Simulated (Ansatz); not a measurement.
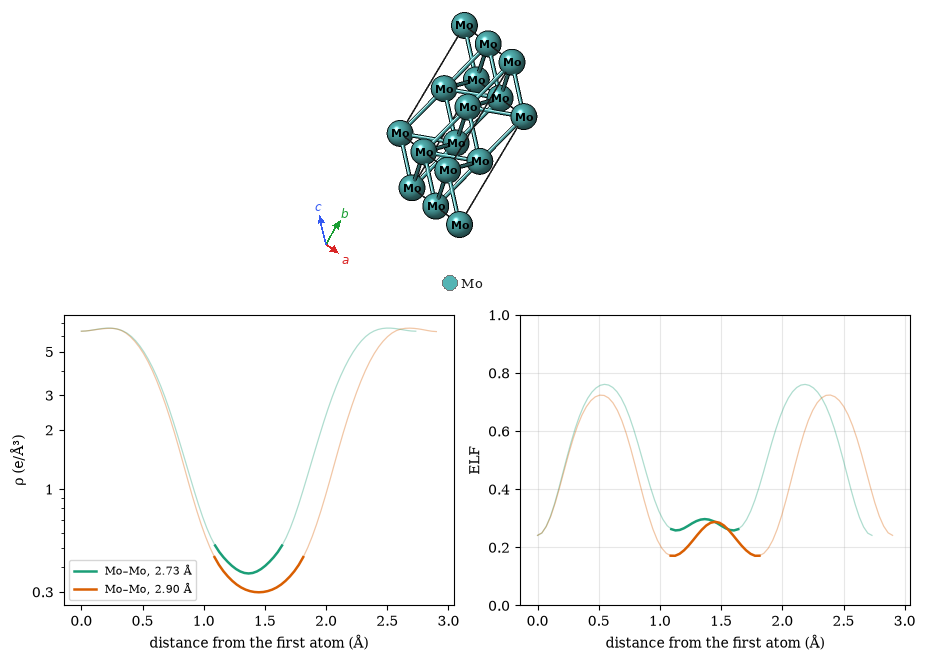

*Mo. Valence pseudo-density and ELF along straight lines between neighbouring atoms. Thin, pale parts lie inside the atomic spheres. The structure is drawn too.*

Space group Immm; a structure from a database of computed crystals, not necessarily the ambient phase; computed pressure about 6 GPa in this cell; computed without spin polarisation.

These are results of DFT PBE, scalar-relativistic, plane waves, PAW (Ansatz 0.2.0), not measurements.

Core electrons are frozen (PAW), and the valence fields are smoothed inside the atomic spheres.

Q: Compare the contacts.

A: Mo–Mo (2.73 Å): ρ is about 0.37 e/Å³ halfway; the ELF is about 0.30 at the midpoint; no localised pair shows between them.
Mo–Mo (2.90 Å): ρ is about 0.3 e/Å³ halfway; the ELF is about 0.30 at the midpoint; no localised pair shows between them.
